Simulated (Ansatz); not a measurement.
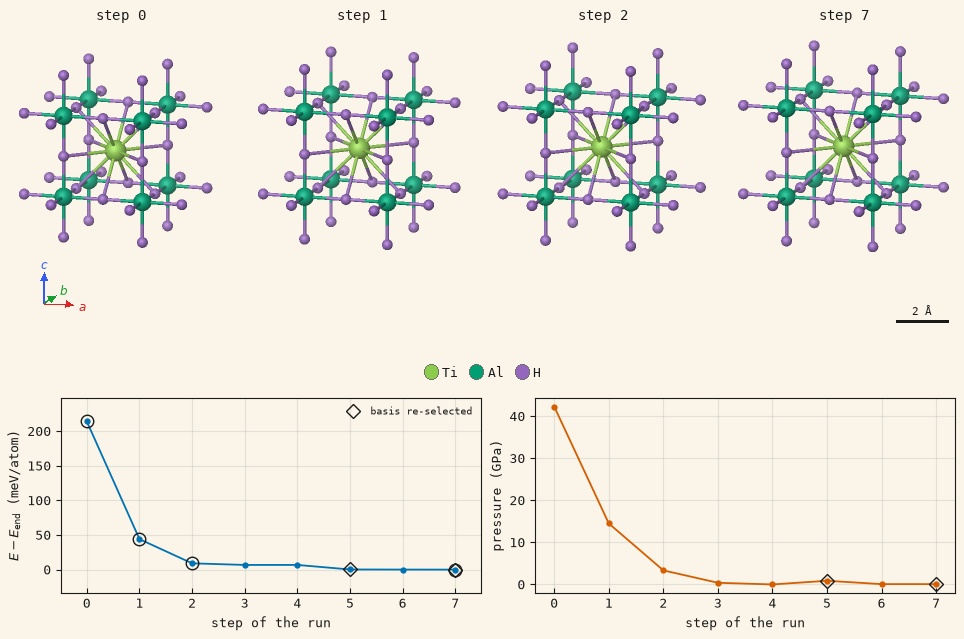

Frames of a relaxation of a crystal of TiAlH3 (set up in Pm-3m) (coarse preliminary run), marked on the history of the run. The picture is a ball-and-stick view of the cell of the calculation, seen slightly off an axis.

Case: 3 H put on empty site 1 of 1 host cells, relaxed.

Theory: DFT PBE, scalar-relativistic, plane waves, PAW (Ansatz 0.2.0). Settings: plane-wave cutoff 420 eV; k-point mesh 6 × 6 × 6; occupations gaussian; smearing width 0.1 eV; no spin polarisation; cell and atoms relaxed; force threshold 0.0325 eV/Å; at most 70 steps.

Question: What happens along the run?

Answer: After 5 accepted moves (7 points after the start) the energy has fallen by 214 meV per atom. All forces vanish by symmetry, so only the cell relaxes. Pressure: 42.28 GPa at the start and 0.08 GPa at the end. At 2 points the geometry stayed and the basis and grid were re-selected for the new cell (energy shift of 6.6 meV per atom at most each time). No atom moves by more than 0.005 Å relative to the cell. The volume changes by +31.1 %, with a = b = c 3.187 → 3.488 Å (+9.5 %). Some distances before and after: Ti–Ti 3.187 → 3.488 Å, Al–Ti 2.760 → 3.020 Å, H–Ti 2.253 → 2.466 Å, Al–H 1.593 → 1.744 Å. The space group stays Pm-3m (No. 221). The run took 5.3 s on 2 threads of Arm Neoverse V1 (shared host), peak memory 0.3 GiB. From step 0 to 1: volume +15.7 %, energy −170 meV per atom. From step 1 to 2: volume +8.9 %, energy −35.0 meV per atom. From step 2 to 7: volume +4.0 %, energy −9.1 meV per atom.

```json
{"step": "0", "E − E(0), meV/atom": "0.00", "pressure, GPa": "42.28", "volume, Å³/atom": "6.471", "note": ""}
{"step": "1", "E − E(0), meV/atom": "-170.02", "pressure, GPa": "14.50", "volume, Å³/atom": "7.489", "note": ""}
{"step": "2", "E − E(0), meV/atom": "-204.98", "pressure, GPa": "3.34", "volume, Å³/atom": "8.158", "note": ""}
{"step": "3", "E − E(0), meV/atom": "-207.28", "pressure, GPa": "0.40", "volume, Å³/atom": "8.382", "note": ""}
{"step": "4", "E − E(0), meV/atom": "-207.29", "pressure, GPa": "0.00", "volume, Å³/atom": "8.414", "note": ""}
{"step": "5", "E − E(0), meV/atom": "-213.85", "pressure, GPa": "0.87", "volume, Å³/atom": "8.414", "note": "same geometry, new basis"}
{"step": "6", "E − E(0), meV/atom": "-213.99", "pressure, GPa": "0.08", "volume, Å³/atom": "8.485", "note": ""}
{"step": "7", "E − E(0), meV/atom": "-214.06", "pressure, GPa": "0.08", "volume, Å³/atom": "8.485", "note": "same geometry, new basis"}
```
